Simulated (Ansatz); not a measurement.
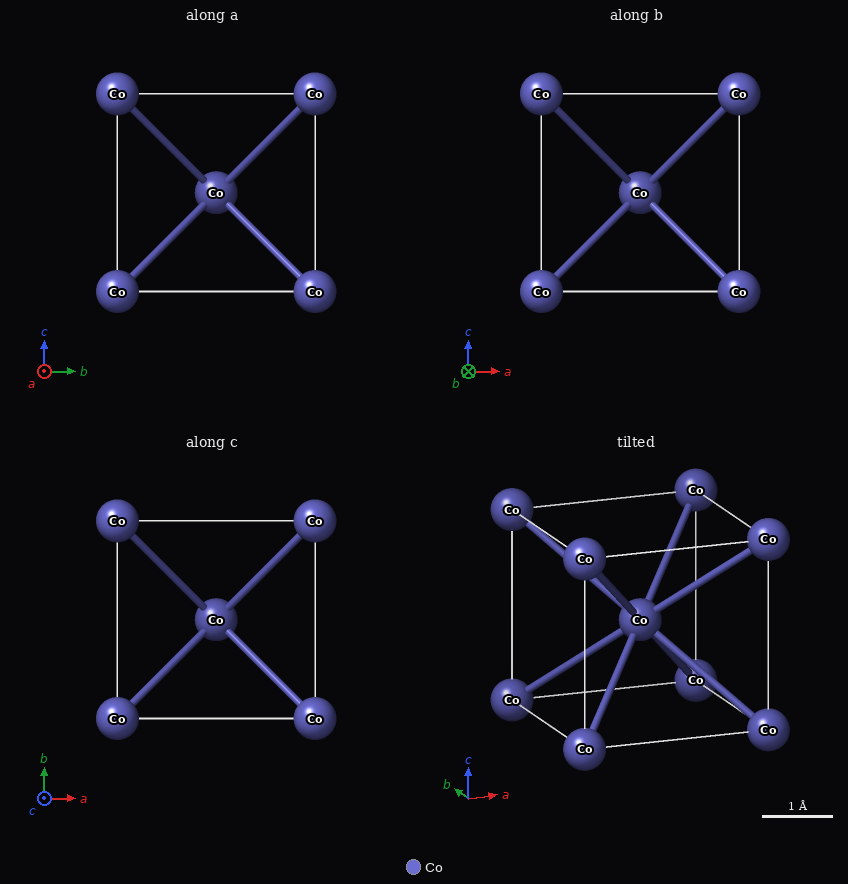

Crystal structure, ball-and-stick style, seen along the a axis, along the b axis, along the c axis and slightly off an axis. The conventional unit cell is drawn as a box.

Lattice parameters: a = 2.8255 Å, b = 2.8255 Å, c = 2.8255 Å, α = 90.000°, β = 90.000°, γ = 90.000°.

Convert the drawing into a CIF in P1 with every atom of the cell.

```cif
data_structure
_symmetry_space_group_name_H-M 'P 1'
_symmetry_Int_Tables_number 1
_cell_length_a 2.8255
_cell_length_b 2.8255
_cell_length_c 2.8255
_cell_angle_alpha 90.000
_cell_angle_beta 90.000
_cell_angle_gamma 90.000
_cell_volume 22.56
loop_
_atom_site_label
_atom_site_type_symbol
_atom_site_fract_x
_atom_site_fract_y
_atom_site_fract_z
_atom_site_occupancy
Co1 Co 0.0000 0.0000 0.0000 1
Co2 Co 0.5000 0.5000 0.5000 1
```

Its origin is a structure type filled with this element by a generator (whether the element takes this form wasn't checked). Earlier steps of the study may have refined or changed the cell and positions. A calculation with Ansatz used it as input.

At this level of theory the cell isn't at rest (stretched, at -8 GPa), so its distances can differ from those at equilibrium, the more so the softer the solid.
